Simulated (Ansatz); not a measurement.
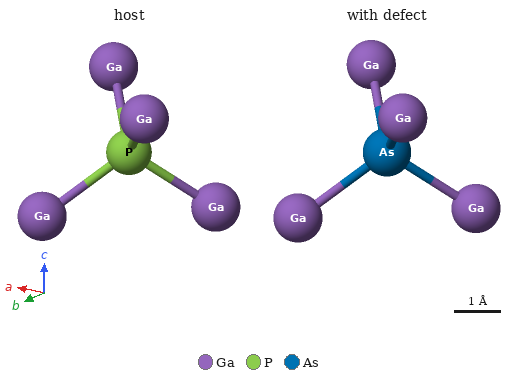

Left: perfect GaP. Right: the same region with one point defect, after relaxing the atoms in a supercell of 54 sites. The picture is a ball-and-stick view of the atoms within 3.3 Å of one point, seen from a free direction.

Computed with DFT, PBE, plane-wave PAW, default files, scalar-relativistic, frozen cores in Ansatz 0.2.0. Settings: plane-wave cutoff 420 eV; k-point mesh 3 × 3 × 3; occupations fermi dirac; smearing width 0.01 eV; no spin polarisation. The axes drawn are those of the host's conventional cell.

**What kind of defect was made?**

A phosphorus atom is replaced by arsenic.

The charge state of the cell is 0.

**How does the lattice respond?**

In the host the P atom has 4 Ga at 2.36 Å; the As atom ends with 4 Ga at 2.42 Å. Of the host's atoms, a gallium atom moves furthest from its site, by 0.06 Å. Relaxing the atoms from the host's sites lowers the energy by 0.09 eV.
